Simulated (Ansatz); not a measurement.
CsPbCl₃

```xyz
20
Lattice="5.8011 0.0000 0.0000 0.0000 11.2683 0.0000 0.0000 0.0000 11.2676" Properties=species:S:1:pos:R:3 pbc="T T T"
Cs    2.9006    5.6342    5.5627
Cs    2.9006    0.0000   11.1965
Cs    2.9006    0.0000    5.5332
Cs    2.9006    5.6342   11.1670
Pb    0.0000    2.8201    2.7350
Pb    0.0000    8.4543    8.3688
Pb    0.0000    8.4482    2.7350
Pb    0.0000    2.8140    8.3688
Cl    0.0000    2.1584    5.5535
Cl    0.0000    7.7926   11.1873
Cl    2.9006    8.4558    2.7312
Cl    2.9006    2.8216    8.3650
Cl    2.9006    2.8126    2.7312
Cl    2.9006    8.4467    8.3650
Cl    0.0000    5.6342    3.4033
Cl    0.0000    0.0000    9.0371
Cl    0.0000    0.0000    2.0868
Cl    0.0000    5.6342    7.7206
Cl    0.0000    9.1099    5.5535
Cl    0.0000    3.4757   11.1873
```

Space group Amm2; a structure from a database of computed crystals, not necessarily the ambient phase; started from the database_38 prototype, which need not be the ambient phase.

Method: DFT PBE, scalar-relativistic, plane waves, PAW in Ansatz.

The density is the valence pseudo-density of a PAW calculation; it isn't the true density close to the nuclei.

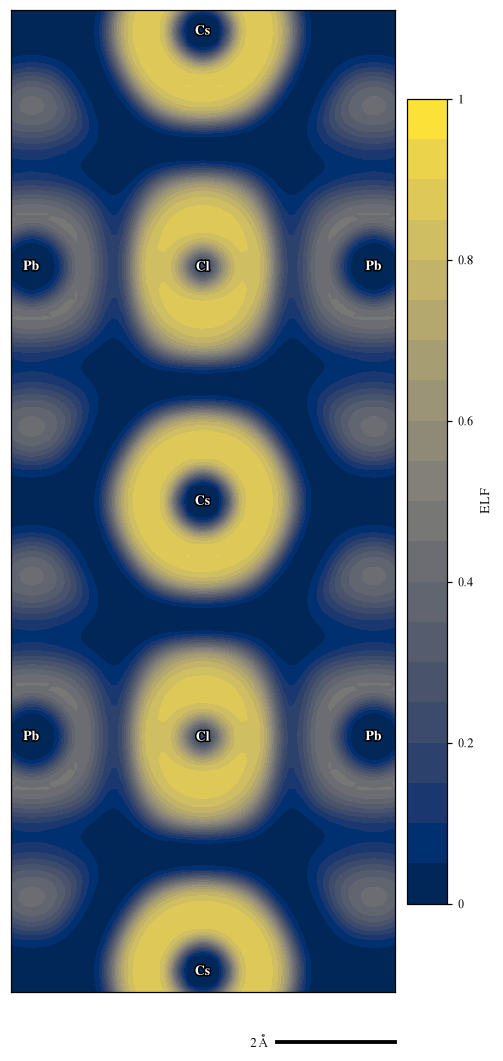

Figure 1. Electron localisation function on the (011̄) plane of the conventional cell.

Question: Describe what can be read from this map.

Answer:
- Atoms in the plane: Cs, Pb and Cl.
- Pb–Cl (2.90 Å): the ELF peaks at about 0.85 in the valence shell of Cl, 0.8 Å from its nucleus, and drops to about 0.15 between the two atoms.
- Cs–Cl (4.00 Å): the ELF is about 0 at the midpoint (an ionic contact with no shared pair).
- The features right at Cs lie inside the PAW spheres, where the map follows smoothed inner orbitals and isn't to be read closely.

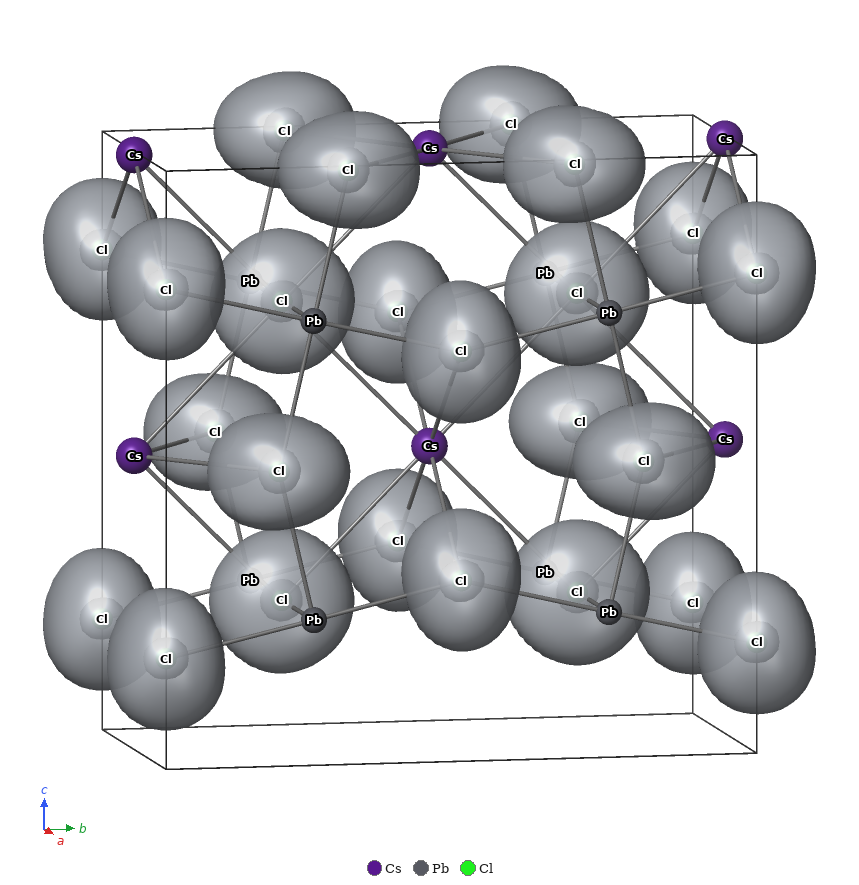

Figure 2. Isosurface of the electron localisation function at 0.7 (grey), seen slightly off an axis. Core shells and regions of very low density are left out. Sticks mark near contacts.

Question: What do the ELF domains correspond to?

Answer: At this value the surface marks out twelve regions wrapped around Cl (the valence shell of each), counted in one cell of 20 atoms. Regions shared between cells count once.


Pb–Cl (2.89 Å): the ELF peaks at about 0.85 in the valence shell of Cl, 0.8 Å from its nucleus, and drops to about 0.20 between the two atoms. Cs–Cl (3.62 Å): the ELF is about 0.05 at the midpoint: a largely ionic contact.

Question: Does the calculation give a band gap?

Answer: It is gapped, with a Kohn–Sham gap of 2.4 eV on the k-point mesh, an upper bound to the gap of this method.
